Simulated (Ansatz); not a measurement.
**Two runs on GeSi7**

System: GeSi7 (R3m, 8 atoms in the cell).
Method of the first run: DFT r2SCAN, scalar-relativistic, plane waves, PAW, no spin polarisation (Ansatz 0.2.0).

The structure derives from a Materials Project entry. Text and figures count atoms from 1; the logs count them from 0 in places.

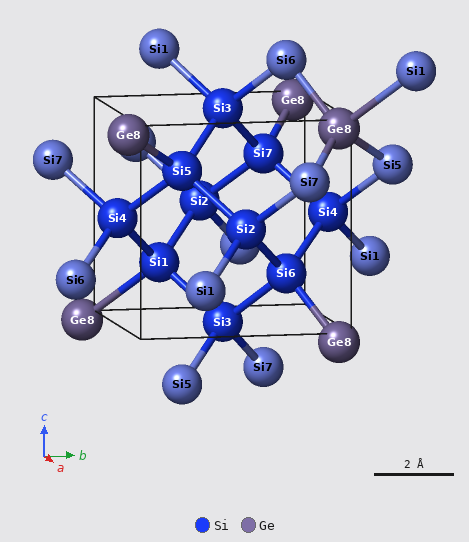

**Figure 1.** The input geometry (ball-and-stick view of the cell of the calculation, seen slightly off an axis; neighbours outside the cell are drawn fainter; atoms are numbered from 1 in the order of the input).

**Input file, the first run**
```yaml
crystal:
  lattice:
    - [5.46539507, 0.0, 0.0]
    - [0.0, 5.46539507, 0.0]
    - [0.0, 0.0, 5.46539507]
  atoms:
    - { symbol: Si, position: [0.25261521, 0.25261521, 0.25261521] }
    - { symbol: Si, position: [0.0, 0.5, 0.5] }
    - { symbol: Si, position: [0.5, 0.5, 0.0] }
    - { symbol: Si, position: [0.5, 0.0, 0.5] }
    - { symbol: Si, position: [0.74738479, 0.25261521, 0.74738479] }
    - { symbol: Si, position: [0.74738479, 0.74738479, 0.25261521] }
    - { symbol: Si, position: [0.25261521, 0.74738479, 0.74738479] }
    - { symbol: Ge, position: [-0.0475368419, -0.0475368419, -0.0475368419] }
basis:
  ecutwfc: 500
kpoints:
  mp_grid: { grid: [6, 6, 6] }
hamiltonian:
  xc: r2scan
scf:
  occupations: { method: gaussian, width: 0.05 }
output:
  forces: true
  stress: true
  eigenvalues: true
```

Launched with:
```bash
ansatz run input.yaml --threads 2 --pin off --max-ram 5120MiB --backend cpu --events-out ev --progress --plain --runs-dir out
```

Hardware: 2 threads of Intel Xeon (Granite Rapids), 192 GiB of memory available, shared host.

**Output, shortened to warnings, some set-up lines, iterations and results (the first run)**
```
Basis set: ecut = 500 eV, 4139 PW (Γ), exchange–correlation on 160×160×160 points (64 copies of the dense FFT grid, shifted against one another)
Symmetry: 6 space group operations
k-points: 32 of 216 (time reversal used)
Initial density: superposition of atomic densities (neutral atoms: chi_scale 0, normalization atom), corrected by the library's trained network
[...]
SCF iter   1: F=—  HF=-8775.420573 eV  |F-HF|=—  |Δ(HF+E_count)|=         —  Δρ=4.35e-3  dr2=4.18e-2  dr2_τ=4.56e-2  ethr=1.77e-3  ⟨swp⟩=8.2  Hψ=5029  notcnv=0  defer=1
SCF iter   2: F=—  HF=-8775.470901 eV  |F-HF|=—  |Δ(HF+E_count)|=   5.03e-2  Δρ=2.39e-3  dr2=9.02e-3  dr2_τ=5.36e-5  ethr=9.96e-5  ⟨swp⟩=2.2  Hψ=2024  notcnv=0  defer=95
SCF iter   3: F=—  HF=-8775.469654 eV  |F-HF|=—  |Δ(HF+E_count)|=   1.25e-3  Δρ=1.17e-3  dr2=1.90e-3  dr2_τ=1.98e-5  ethr=2.15e-5  ⟨swp⟩=2.1  Hψ=1022  notcnv=0  defer=63
SCF iter   4: F=—  HF=-8775.469381 eV  |F-HF|=—  |Δ(HF+E_count)|=   2.73e-4  Δρ=1.96e-4  dr2=5.67e-5  dr2_τ=4.76e-7  ethr=4.52e-6  ⟨swp⟩=2.8  Hψ=1465  notcnv=0  defer=63
SCF iter   5: F=—  HF=-8775.469390 eV  |F-HF|=—  |Δ(HF+E_count)|=   9.62e-6  Δρ=4.51e-5  dr2=3.48e-6  dr2_τ=5.10e-8  ethr=1.35e-7  ⟨swp⟩=2.0  Hψ=1455  notcnv=0  defer=63
SCF iter   6: F=—  HF=-8775.469392 eV  |F-HF|=—  |Δ(HF+E_count)|=   1.59e-6  Δρ=8.42e-6  dr2=1.44e-7  dr2_τ=1.49e-9  ethr=8.29e-9  ⟨swp⟩=2.0  Hψ=1504  notcnv=0  defer=63
SCF iter   7: F=-8775.469392 eV  HF=-8775.469392 eV  |F-HF|=6.25e-9  |Δ(HF+E_count)|=   1.11e-7  Δρ=2.47e-6  dr2=7.95e-9  dr2_τ=8.64e-11  ethr=2.38e-10  ⟨swp⟩=9.2  Hψ=3973  …
SCF 1 converged in 7 iterations: F = -8775.469392 eV  dr2 = 7.95e-9
SCF converged after 7 iterations
Free energy (F): -8775.469392 eV
Harris-Foulkes:  -8775.469392 eV  (|F-HF|=6.25e-9)
Internal energy: -8775.469391 eV  (E = F + TS)
E sigma→0 (E₀):  -8775.469391 eV
Entropy (-TS):   -0.000001 eV (-0.000 meV/atom)
Fermi energy:    6.851095 eV
--- Per-component energies (eV) ---
  E_band       = -150.663049
  E_kinetic    = 394.821186
  E_local      = -3234.558696  (includes V_loc(G=0)·N_el)
  E_nonlocal   = 595.344431
  E_hartree    = 1418.022308
  E_xc         = -430.015126
  E_vxc        = -416.676636  (∫ρ·V_xc dr)
  E_paw        = -5670.567818  (= ΣΔE_a)
  E_vpaw       = -343.134502  (= ΣTr[D̂ρ^β])
  E_aug_tail   = 0.000043  (compensation charges beyond the density's cutoff)
  E_vtau       = 17.500550  (kinetic-family band-sum trace: ∫τ·v_τ [+ j·A + Jᵃ·Aᵃ] dr)
  E_ewald      = -1846.894923
  E_core_change = -1.620797  (= ΣΔE_core)
  E_smearing   = -0.000001  (= −TS)
  E_closure    = 0.000000  (closes the sum)
  Σ components = -8775.469392   (vs F -8775.469392, Δ=0.00e0)
--- Forces (eV/Å), atoms counted from 1 ---
  atom   1  Si    -0.88223410    -0.88223410    -0.88223410
  atom   2  Si     0.40920549    -0.26270133    -0.26270133
  atom   3  Si    -0.26270133    -0.26270133     0.40920549
  atom   4  Si    -0.26270133     0.40920549    -0.26270133
  atom   5  Si    -0.61900898     0.52039347    -0.61900898
  atom   6  Si    -0.61900898    -0.61900898     0.52039347
  atom   7  Si     0.52039347    -0.61900898    -0.61900898
  atom   8  Ge     1.71605392     1.71605392     1.71605392
  max |Σ_I F_I| component: 1.84e-6 eV/Å
--- Stress (GPa, compression-positive) ---
        1.178393      -1.461973      -1.461973
       -1.461973       1.178393      -1.461973
       -1.461973      -1.461973       1.178393
  P = ⅓ Tr σ = 1.1784 GPa (11.784 kbar)
```

The input of the second run differs as follows (lines with − go, lines with + come):
```diff
-    - { symbol: Ge, position: [-0.0475368419, -0.0475368419, -0.0475368419] }
+    - { symbol: Ge, position: [0.0316912279, 0.0316912279, 0.0316912279] }
```

Predict how the results change.

With the same functional and potentials, the second run lies 10.5 meV per atom lower. The gap on the mesh goes from 0.25 to 0.44 eV. The pressure goes from 1.18 to 1.38 GPa. The largest force goes from 2.972 to 6.027 eV/Å. The SCF takes 6 iterations against 7.

**Output, shortened to warnings, some set-up lines, iterations and results (the second run)**
```
Basis set: ecut = 500 eV, 4139 PW (Γ), exchange–correlation on 160×160×160 points (64 copies of the dense FFT grid, shifted against one another)
Symmetry: 6 space group operations
k-points: 32 of 216 (time reversal used)
Initial density: superposition of atomic densities (neutral atoms: chi_scale 0, normalization atom), corrected by the library's trained network
[...]
SCF iter   1: F=—  HF=-8775.502456 eV  |F-HF|=—  |Δ(HF+E_count)|=         —  Δρ=4.10e-3  dr2=3.13e-2  dr2_τ=4.66e-2  ethr=1.77e-3  ⟨swp⟩=7.8  Hψ=5014  notcnv=0  defer=1
SCF iter   2: F=—  HF=-8775.554508 eV  |F-HF|=—  |Δ(HF+E_count)|=   5.21e-2  Δρ=2.24e-3  dr2=7.03e-3  dr2_τ=4.88e-5  ethr=7.46e-5  ⟨swp⟩=2.2  Hψ=2023  notcnv=0  defer=94
SCF iter   3: F=—  HF=-8775.553435 eV  |F-HF|=—  |Δ(HF+E_count)|=   1.07e-3  Δρ=1.17e-3  dr2=1.74e-3  dr2_τ=1.62e-5  ethr=1.67e-5  ⟨swp⟩=2.0  Hψ=994  notcnv=0  defer=62
SCF iter   4: F=—  HF=-8775.553127 eV  |F-HF|=—  |Δ(HF+E_count)|=   3.09e-4  Δρ=1.33e-4  dr2=2.40e-5  dr2_τ=3.31e-7  ethr=4.13e-6  ⟨swp⟩=2.3  Hψ=1191  notcnv=0  defer=62
SCF iter   5: F=—  HF=-8775.553127 eV  |F-HF|=—  |Δ(HF+E_count)|=   2.70e-7  Δρ=3.18e-5  dr2=1.74e-6  dr2_τ=2.60e-8  ethr=5.72e-8  ⟨swp⟩=2.0  Hψ=1483  notcnv=0  defer=62
SCF iter   6: F=-8775.553128 eV  HF=-8775.553128 eV  |F-HF|=2.30e-8  |Δ(HF+E_count)|=   7.24e-7  Δρ=6.26e-6  dr2=7.89e-8  dr2_τ=8.87e-10  ethr=2.38e-10  ⟨swp⟩=8.2  Hψ=4769  …
SCF 1 converged in 6 iterations: F = -8775.553128 eV  dr2 = 7.89e-8
SCF converged after 6 iterations
Free energy (F): -8775.553128 eV
Harris-Foulkes:  -8775.553128 eV  (|F-HF|=2.30e-8)
Internal energy: -8775.553128 eV  (E = F + TS)
E sigma→0 (E₀):  -8775.553128 eV
Fermi energy:    6.777569 eV
--- Per-component energies (eV) ---
  E_band       = -150.127772
  E_kinetic    = 394.898888
  E_local      = -3230.421009  (includes V_loc(G=0)·N_el)
  E_nonlocal   = 595.635446
  E_hartree    = 1416.204203
  E_xc         = -430.125803
  E_vxc        = -416.799438  (∫ρ·V_xc dr)
  E_paw        = -5670.712732  (= ΣΔE_a)
  E_vpaw       = -343.339104  (= ΣTr[D̂ρ^β])
  E_aug_tail   = 0.000049  (compensation charges beyond the density's cutoff)
  E_vtau       = 17.486822  (kinetic-family band-sum trace: ∫τ·v_τ [+ j·A + Jᵃ·Aᵃ] dr)
  E_ewald      = -1849.411372
  E_core_change = -1.620797  (= ΣΔE_core)
  E_smearing   = -0.000000  (= −TS)
  E_closure    = -0.000000  (closes the sum)
  Σ components = -8775.553128   (vs F -8775.553128, Δ=0.00e0)
--- Forces (eV/Å), atoms counted from 1 ---
  atom   1  Si     2.49385129     2.49385129     2.49385129
  atom   2  Si    -0.27260682     0.15977725     0.15977725
  atom   3  Si     0.15977725     0.15977725    -0.27260682
  atom   4  Si     0.15977725    -0.27260682     0.15977725
  atom   5  Si     0.55711407    -0.17556030     0.55711407
  atom   6  Si     0.55711407     0.55711407    -0.17556030
  atom   7  Si    -0.17556030     0.55711407     0.55711407
  atom   8  Ge    -3.47945262    -3.47945262    -3.47945262
  max |Σ_I F_I| component: 1.42e-5 eV/Å
--- Stress (GPa, compression-positive) ---
        1.381337       2.629929       2.629929
        2.629929       1.381337       2.629929
        2.629929       2.629929       1.381337
  P = ⅓ Tr σ = 1.3813 GPa (13.813 kbar)
```

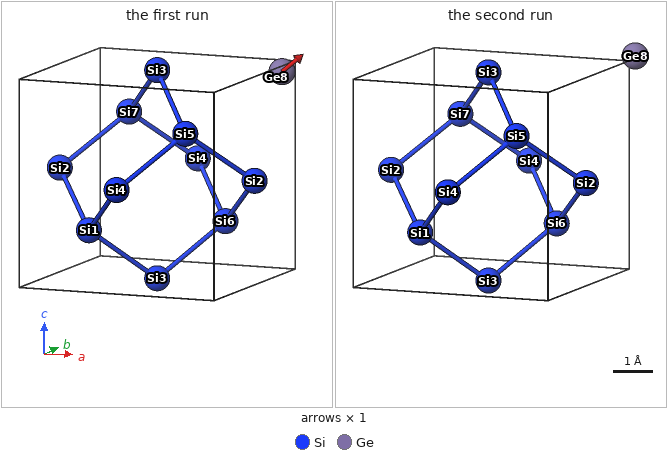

**Figure 2.** The two input geometries at one scale (ball-and-stick view of the cell of the calculation, seen slightly off an axis). The red arrows on the first give the shifts of the atoms relative to the cell, at true length. The largest move is that of Ge8, 0.75 Å. Si stays in place. The cell doesn't change. Among the contacts that change: Si1–Ge8 2.841 → 2.091 Å, Si5–Ge8 2.281 → 2.507 Å.

**The two runs side by side**

| quantity | the first run | the second run |
| --- | --- | --- |
| outcome | converged | converged |
| free energy per atom (eV) | −1096.9337 | −1096.9441 |
| gap on the mesh (eV) | 0.25 | 0.44 |
| pressure (GPa) | 1.18 | 1.38 |
| largest force (eV/Å) | 2.972 | 6.027 |
| SCF iterations | 7 | 6 |
| irreducible k-points | 32 | 32 |
| plane waves at Γ | 4139 | 4139 |
| wall time (shared host) | 7 s | 7.1 s |
